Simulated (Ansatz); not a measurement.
## Run report: InSb, single-point calculation

The run: single-point calculation of InSb (slab, 12 atoms in the cell). Method and program: DFT PBE, scalar-relativistic, plane waves, PAW, no spin polarisation (Ansatz 0.2.0).

The structure derives from an entry of the Crystallography Open Database. It belongs to a series of runs on one base structure; here: the slab at its places in the relaxed adsorbed structure. Figures and captions count atoms from 1; the log counts them from 0 in places.

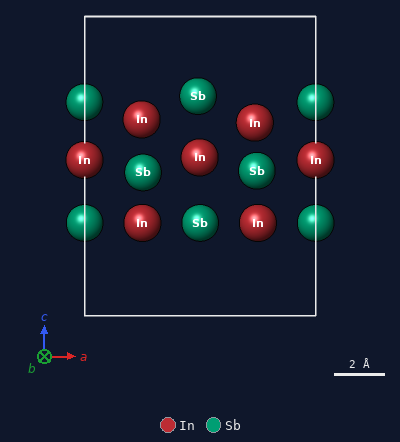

*The input geometry (spheres-only view of the cell of the calculation, with the vacuum cut short, along the b axis). An atom can appear more than once, as a periodic image.*

The input
```yaml
crystal:
  lattice:
    - [9.3830948359, 0.0, 0.0]
    - [0.0, 6.634849987, 0.0]
    - [0.0, 0.0, 23.3643474179]
  atoms:
    - { symbol: In, position: [0.25, 0.5, 0.3424020306] }
    - { symbol: In, position: [0.75, 0.5, 0.3424020306] }
    - { symbol: Sb, position: [0.5, 0.25, 0.3424020306] }
    - { symbol: Sb, position: [0.0, 0.25, 0.3424020306] }
    - { symbol: In, position: [0.4977145345, 0.079566926, 0.4563129712] }
    - { symbol: In, position: [-0.0006637197, 0.0562537197, 0.4518690512] }
    - { symbol: Sb, position: [0.7453540231, 0.8148832383, 0.4332126083] }
    - { symbol: Sb, position: [0.2527544248, 0.8191125641, 0.4301579563] }
    - { symbol: In, position: [0.736601582, 0.4940713662, 0.5168323459] }
    - { symbol: In, position: [0.2466998716, 0.5289345579, 0.5223797623] }
    - { symbol: Sb, position: [-0.0009516491, 0.294765435, 0.5523714003] }
    - { symbol: Sb, position: [0.4907806743, 0.3025198803, 0.562845872] }
basis:
  ecutwfc: 420
kpoints:
  mp_grid: { grid: [2, 3, 1] }
hamiltonian:
  xc: pbe
scf:
  occupations: { method: gaussian, width: 0.1 }
output:
  forces: true
  eigenvalues: true
  write_density: true
  volumetric_format: npy
efield:
  axis: 3
  dipole_correction: true
  ramp_width: 0.04
```

Hardware: 4 threads of Intel Xeon (Granite Rapids), 32 GiB of memory available, shared host.

Run as:
```bash
ansatz run input.yaml --threads 4 --pin off --max-ram 10240MiB --backend cpu --events-out ev --progress --plain --runs-dir out
```

What the program printed
```
Engine: ansatz 0.2.0, x86_64-unknown-linux-gnu
Pseudopotentials: kind: paw
Pseudopotential: In, paw, valence charge 13, recommended cutoff 420 eV (normal), In.paw.azcp
Pseudopotential: Sb, paw, valence charge 15, recommended cutoff 420 eV (normal), Sb.paw.azcp
Functional definition: PBE
  parameter kappa = 0.804
  parameter beta = 0.06672455060314922
  exchange = pbe_x(kappa = kappa, mu = beta*pi^2/3)
  correlation = pbe_c(beta = beta)
Crystal: 12 atoms, lattice volume = 1454.557 Å³
Basis set: ecut = 420 eV, 28387 PW (Γ), exchange–correlation on 128×90×320 points (8 copies of the dense FFT grid, shifted against one another)
Bands: 101, of which v1, the nominal top of the filled ones, is band 84 counted from 1 (83 counted from 0)
Symmetry: 1 space group operations
Space group: P1 (ITA 1), of the structure as read, at distance tolerance 1.1e-4 Å
k-points: 4 of 6 (time reversal used)
Non-local potential: In, projectors of the file, l = 0: 2, l = 1: 2, l = 2: 2, l = 3: 2
Non-local potential: Sb, projectors of the file, l = 0: 2, l = 1: 2, l = 2: 2, l = 3: 2
PAW form: soft (Blöchl's): semilocal exchange-correlation on the pseudo side does not see the compensation charge
PAW one-centre angular grid: In, 590 points (default); XC on 64 Gauss nodes
PAW one-centre angular grid: Sb, 590 points (default); XC on 64 Gauss nodes
Initial density: superposition of atomic densities (neutral atoms: chi_scale 0, normalization atom), corrected by the library's trained network
Initial wavefunctions: pseudopotential atomic-orbital guess
Functional: x = pbe(κ = 0.804, μ = 0.2195149727645171), c = pbe(β = 0.06672455060314922)
SCF iter   1: F=—  HF=-72491.784938 eV  |F-HF|=—  |Δ(HF+E_count)|=         —  Δρ=1.46e-3  dr2=1.34e-1  ethr=1.77e-3  p=-0.094 e·Å  D=-1.16e-2 V/Å  ΔV_dip=0.27 eV  dr2_dipole=1.59e-3  V_vac-E_F(+/−)=4.54/4.27 eV  ⟨swp⟩=7.5  Hψ=1645  notcnv=0  defer=1
efield: sawtooth ramp at fractional position 0.9326 (placed from the atoms, in the widest stretch of the axis that holds none; the zero of the levels goes with the place), width 0.0400; the density the first Hamiltonian is built on has a dipole p = -0.094 e·Å; the dipole correction subtracts the counter field D = -1.16e-2 V/Å, which shifts the + side's vacuum level by +0.27 eV against the − side's; the planar-averaged density in the ramp window peaks in size at 9.0e-7 e/Å³
preconditioner: auto → LDOS  [insulator: Δε(μ)=0.194 eV  Ē_g=12.443 eV  σ=0.100 eV  W_gap=0.82  n_scr=162 (ndim 8)  ℏωp=10.1 eV  f_vac=0.655  D(μ)=2.05/eV (n_scr^D=2)  ε∞_Penn≈1.7  β→1.0]
SCF iter   2: F=—  HF=-72491.773534 eV  |F-HF|=—  |Δ(HF+E_count)|=   1.14e-2  Δρ=1.25e-3  dr2=7.09e-2  ethr=7.96e-5  p=-0.049 e·Å  D=-6.13e-3 V/Å  ΔV_dip=0.14 eV  dr2_dipole=2.58e-4  V_vac-E_F(+/−)=4.54/4.40 eV  ⟨swp⟩=2.8  Hψ=791  notcnv=0  defer=37
SCF iter   3: F=—  HF=-72491.758117 eV  |F-HF|=—  |Δ(HF+E_count)|=   1.54e-2  Δρ=3.52e-4  dr2=4.89e-3  ethr=4.22e-5  p=-0.055 e·Å  D=-6.84e-3 V/Å  ΔV_dip=0.16 eV  dr2_dipole=5.34e-5  V_vac-E_F(+/−)=4.49/4.33 eV  ⟨swp⟩=2.2  Hψ=646  notcnv=0  defer=37
SCF iter   4: F=—  HF=-72491.757437 eV  |F-HF|=—  |Δ(HF+E_count)|=   6.80e-4  Δρ=1.12e-4  dr2=4.00e-4  ethr=2.91e-6  p=-0.058 e·Å  D=-7.18e-3 V/Å  ΔV_dip=0.17 eV  dr2_dipole=7.11e-6  V_vac-E_F(+/−)=4.51/4.34 eV  ⟨swp⟩=2.0  Hψ=663  notcnv=0  defer=37
SCF iter   5: F=—  HF=-72491.757406 eV  |F-HF|=—  |Δ(HF+E_count)|=   3.07e-5  Δρ=3.27e-5  dr2=2.87e-5  ethr=2.38e-7  p=-0.056 e·Å  D=-6.95e-3 V/Å  ΔV_dip=0.16 eV  dr2_dipole=1.82e-6  V_vac-E_F(+/−)=4.50/4.34 eV  ⟨swp⟩=2.0  Hψ=664  notcnv=0  defer=37
SCF iter   6: F=—  HF=-72491.757455 eV  |F-HF|=—  |Δ(HF+E_count)|=   4.85e-5  Δρ=1.30e-5  dr2=4.37e-6  ethr=1.71e-8  p=-0.057 e·Å  D=-7.03e-3 V/Å  ΔV_dip=0.16 eV  dr2_dipole=2.14e-8  V_vac-E_F(+/−)=4.50/4.34 eV  ⟨swp⟩=2.0  Hψ=681  notcnv=0  defer=33
SCF iter   7: F=—  HF=-72491.757457 eV  |F-HF|=—  |Δ(HF+E_count)|=   2.54e-6  Δρ=3.48e-6  dr2=2.95e-7  ethr=2.60e-9  p=-0.056 e·Å  D=-7.01e-3 V/Å  ΔV_dip=0.16 eV  dr2_dipole=3.07e-8  V_vac-E_F(+/−)=4.50/4.34 eV  ⟨swp⟩=2.0  Hψ=644  notcnv=0  defer=33
SCF iter   8: F=-72491.757458 eV  HF=-72491.757458 eV  |F-HF|=5.15e-8  |Δ(HF+E_count)|=   4.55e-7  Δρ=1.30e-6  dr2=4.37e-8  ethr=5.95e-11  p=-0.056 e·Å  D=-7.03e-3 V/Å  ΔV_dip=0.16 eV  dr2_dipole=8.15e-10  V_vac-E_F(+/−)=4.50/4.34 eV  ⟨swp⟩=16.0  Hψ=2146  notcnv=0
SCF 1 converged in 8 iterations: F = -72491.757458 eV  dr2 = 4.37e-8
  greatest PAW one-centre occupation: 0.996 electrons in one spin orbital (limit 2), on the Sb atom at site 3 (counted from 0), in its partial waves of l = 2
```

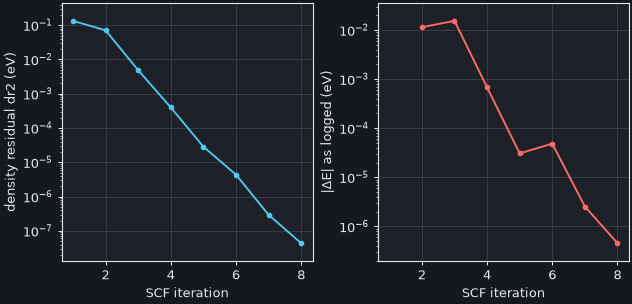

*Convergence of the self-consistent field: density residual dr2 and size of the energy change against the SCF iteration.*

The residual falls at every step.

```
SCF converged after 8 iterations
Free energy (F): -72491.757458 eV
Harris-Foulkes:  -72491.757458 eV  (|F-HF|=5.15e-8)
Internal energy: -72491.745929 eV  (E = F + TS)
E sigma→0 (E₀):  -72491.751693 eV
Entropy (-TS):   -0.011528 eV (-0.961 meV/atom)
Fermi energy:    -1.109423 eV
Dipole field:    D = -0.007041 V/Å  (p = -0.056602 e·Å, saw-weighted, corrected)
Work function:   Φ+ = 4.4999 eV   Φ− = 4.3354 eV
Levels:          The Fermi level and band energies are counted from a zero that moves with the ramp; work functions are not
--- Per-component energies (eV) ---
  E_band       = -2950.655129
  E_kinetic    = 2683.778027
  E_local      = -101162.410332  (includes V_loc(G=0)·N_el)
  E_nonlocal   = 4372.966816
  E_hartree    = 48547.861641
  E_xc         = -2114.503091
  E_vxc        = -1161.337951  (∫ρ·V_xc dr)
  E_paw        = -52375.985791  (= ΣΔE_a)
  E_vpaw       = -4779.053615  (= ΣTr[D̂ρ^β])
  E_aug_tail   = 0.000145  (compensation charges beyond the density's cutoff)
  E_efield     = 0.000199  (sawtooth field / dipole correction)
  E_vefield    = -0.307476  (∫n·V_field dr)
  E_ewald      = 27556.546457
  E_smearing   = -0.011528  (= −TS)
  E_closure    = -0.000000  (closes the sum)
  Σ components = -72491.757458   (vs F -72491.757458, Δ=0.00e0)
--- Forces (eV/Å), atoms counted from 1 ---
  atom   1  In    -0.00658505    -0.36391717     0.67525930
  atom   2  In     0.00253537    -0.26542629     0.70231070
  atom   3  Sb     0.01468010     0.25083702    -0.60429599
  atom   4  Sb    -0.01237658     0.34444061    -0.87187760
  atom   5  In    -0.00607871     0.03280278    -0.06445627
  atom   6  In     0.02152543     0.14613707     0.00059934
  atom   7  Sb    -0.10611410     0.01933189    -0.01151297
  atom   8  Sb     0.04913544     0.05097140     0.16582781
  atom   9  In     0.29349434    -0.07547521    -0.00130803
  atom  10  In    -0.02031744    -0.36717986    -0.31162681
  atom  11  Sb    -0.18878562     0.16885061     0.34335531
  atom  12  Sb    -0.04111311     0.05860266    -0.02226642
  max |Σ_I F_I| component: 2.45e-5 eV/Å
--- Band table (eV) ---
  k-point 0: bands = ["-29.7137", "-29.7009", "-29.6982", "-29.6888", "-29.6862", "-29.6819", "-29.6785", "-29.6764", "-29.6641", "-29.6599", "-29.4769", "-29.4678", "-29.4430", "-29.4296", "-29.4182", "-29.3633", "-29.3632", "-29.3120", "-29.3108", "-29.3096", "-29.3056", "-29.2869", "-29.2705", "-29.2620", "-29.2502", "-29.2494", "-29.2343", "-29.2178", "-29.2040", "-29.1772", "-15.8069", "-15.7995", "-15.7855", "-15.7731", "-15.7655", "-15.7539", "-15.7382", "-15.7369", "-15.7260", "-15.7163", "-15.7090", "-15.7005", "-15.6632", "-15.6525", "-15.6494", "-15.6357", "-15.6328", "-15.6240", "-15.6222", "-15.6053", "-15.5454", "-15.5305", "-15.5013", "-15.4878", "-15.4839", "-15.4747", "-15.4599", "-15.4545", "-15.4193", "-15.4039", "-10.9302", "-10.0372", "-10.0065", "-9.7131", "-9.5482", "-9.3704", "-6.3671", "-6.3123", "-6.0685", "-6.0024", "-5.1192", "-4.1419", "-3.6911", "-3.1933", "-2.8566", "-2.7365", "-2.7288", "-2.6028", "-2.3692", "-2.2714", "-1.8889", "-1.8368", "-1.4794", "-1.1861", "-0.8000", "-0.6845", "-0.2094", "0.1637", "0.4937", "0.6224", "0.8805", "1.1896", "1.3089", "1.4378", "1.6071", "2.0862", "2.3611", "2.4463", "2.8340", "2.9892", "3.0469"]
  k-point 1: bands = ["-29.7137", "-29.7009", "-29.6982", "-29.6888", "-29.6862", "-29.6819", "-29.6785", "-29.6764", "-29.6641", "-29.6599", "-29.4769", "-29.4678", "-29.4430", "-29.4296", "-29.4182", "-29.3633", "-29.3632", "-29.3121", "-29.3108", "-29.3096", "-29.3056", "-29.2869", "-29.2705", "-29.2621", "-29.2502", "-29.2494", "-29.2343", "-29.2178", "-29.2040", "-29.1772", "-15.8082", "-15.7979", "-15.7856", "-15.7730", "-15.7656", "-15.7538", "-15.7383", "-15.7369", "-15.7260", "-15.7159", "-15.7090", "-15.7003", "-15.6626", "-15.6510", "-15.6490", "-15.6350", "-15.6322", "-15.6242", "-15.6219", "-15.6049", "-15.5466", "-15.5333", "-15.5022", "-15.4888", "-15.4838", "-15.4741", "-15.4616", "-15.4556", "-15.4191", "-15.4037", "-10.6854", "-10.0728", "-9.9590", "-9.9135", "-9.6747", "-9.3611", "-6.4146", "-6.2569", "-6.1292", "-5.9036", "-5.4420", "-4.5317", "-3.2003", "-3.1149", "-3.0949", "-2.8127", "-2.6791", "-2.4431", "-2.0588", "-1.9107", "-1.8586", "-1.7424", "-1.6602", "-1.4814", "-1.0049", "-0.5957", "-0.0772", "0.2919", "0.5445", "0.7685", "0.9633", "1.0747", "1.3988", "1.5442", "1.8992", "2.3997", "2.7747", "2.8653", "2.9623", "3.0949", "3.3746"]
  k-point 2: bands = ["-29.7137", "-29.7009", "-29.6982", "-29.6888", "-29.6862", "-29.6820", "-29.6785", "-29.6764", "-29.6641", "-29.6599", "-29.4769", "-29.4678", "-29.4430", "-29.4296", "-29.4182", "-29.3633", "-29.3632", "-29.3121", "-29.3108", "-29.3096", "-29.3056", "-29.2869", "-29.2705", "-29.2621", "-29.2502", "-29.2494", "-29.2343", "-29.2178", "-29.2040", "-29.1772", "-15.8048", "-15.8013", "-15.7848", "-15.7727", "-15.7675", "-15.7545", "-15.7379", "-15.7318", "-15.7248", "-15.7149", "-15.7140", "-15.7023", "-15.6548", "-15.6525", "-15.6475", "-15.6447", "-15.6292", "-15.6270", "-15.6187", "-15.6109", "-15.5432", "-15.5309", "-15.5009", "-15.4871", "-15.4835", "-15.4760", "-15.4616", "-15.4545", "-15.4194", "-15.4041", "-10.6280", "-10.6017", "-9.8364", "-9.6837", "-9.4906", "-9.4500", "-6.4436", "-6.3933", "-5.6429", "-5.5756", "-4.7644", "-4.5697", "-3.6643", "-3.6237", "-3.0839", "-2.9680", "-2.7474", "-2.6817", "-2.6574", "-2.6244", "-1.9815", "-1.8609", "-1.7362", "-1.5174", "-0.5518", "-0.4455", "0.4605", "0.5364", "0.8893", "0.9717", "1.0939", "1.2729", "1.3811", "1.4873", "2.1401", "2.3120", "2.5151", "2.6033", "2.7441", "2.8135", "3.4516"]
  k-point 3: bands = ["-29.7137", "-29.7009", "-29.6982", "-29.6888", "-29.6862", "-29.6820", "-29.6785", "-29.6764", "-29.6641", "-29.6599", "-29.4769", "-29.4678", "-29.4430", "-29.4296", "-29.4182", "-29.3633", "-29.3632", "-29.3121", "-29.3108", "-29.3096", "-29.3056", "-29.2869", "-29.2705", "-29.2621", "-29.2502", "-29.2494", "-29.2343", "-29.2178", "-29.2040", "-29.1772", "-15.8049", "-15.8009", "-15.7849", "-15.7725", "-15.7676", "-15.7543", "-15.7379", "-15.7319", "-15.7248", "-15.7149", "-15.7139", "-15.7020", "-15.6540", "-15.6520", "-15.6473", "-15.6434", "-15.6279", "-15.6270", "-15.6182", "-15.6107", "-15.5444", "-15.5339", "-15.5018", "-15.4877", "-15.4835", "-15.4760", "-15.4631", "-15.4556", "-15.4193", "-15.4038", "-10.4181", "-10.3849", "-9.9024", "-9.7909", "-9.7138", "-9.6397", "-6.1261", "-6.0771", "-5.7404", "-5.6430", "-5.2734", "-5.2169", "-3.3558", "-3.3156", "-3.2961", "-3.2574", "-2.6578", "-2.4973", "-2.3686", "-2.2702", "-2.0238", "-1.9730", "-1.6486", "-1.4788", "-0.4253", "-0.3548", "0.2830", "0.4304", "0.7811", "0.8204", "1.3333", "1.4617", "1.9703", "2.0600", "2.5518", "2.5752", "2.6615", "2.7819", "2.8800", "2.9431", "3.2703"]
```

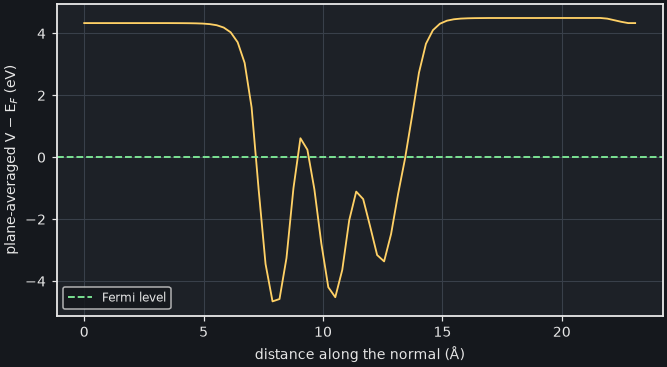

*Plane average of the electrostatic potential energy of an electron across the cell, from the Fermi level.*

The vacuum level lies 4.50 eV above the Fermi level on the upper side and 4.34 eV on the lower.

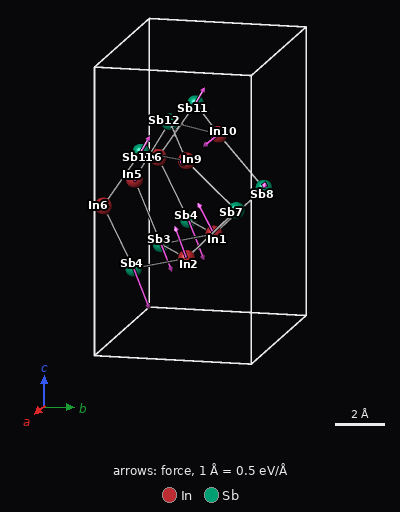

*Forces on the atoms as pink arrows (ball-and-stick view of the cell of the calculation, with the vacuum cut short, seen slightly off an axis; atoms are numbered from 1 in the order of the input).*

The largest act on Sb4 (0.94 eV/Å); In1 (0.77 eV/Å); In2 (0.75 eV/Å); Sb3 (0.65 eV/Å), among others. The geometry is not a stationary point of this energy.

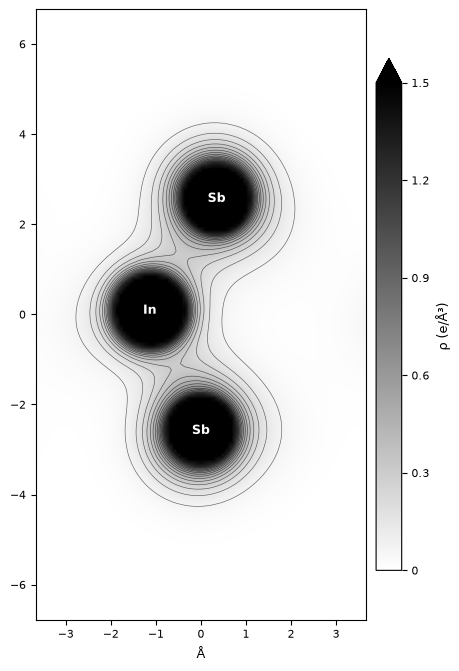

*Valence electron density on the (100) plane of the calculation cell, a cut from vacuum to vacuum.*

In–Sb (2.89 Å): ρ is about 0.31 e/Å³ halfway. In–Sb (2.89 Å): the density is about 0.31 e/Å³ at the midpoint. The density dies away to nearly zero in the vacuum. In a PAW calculation such maps are meaningful between the atoms, not at the nuclei.

Results in brief

- outcome: converged
- electrons treated: 168
- free energy: −72491.7575 eV
- work function, top face: 4.50 eV
- work function, bottom face: 4.34 eV
- Fermi energy: −1.109 eV
- gap on the k-point mesh: 0.18 eV
- work function (upper face): 4.50 eV
- largest force (length of the vector): 0.938 eV/Å
- wall time: 7.8 s (CPU time 24 s)
- peak memory: 2.5 GiB
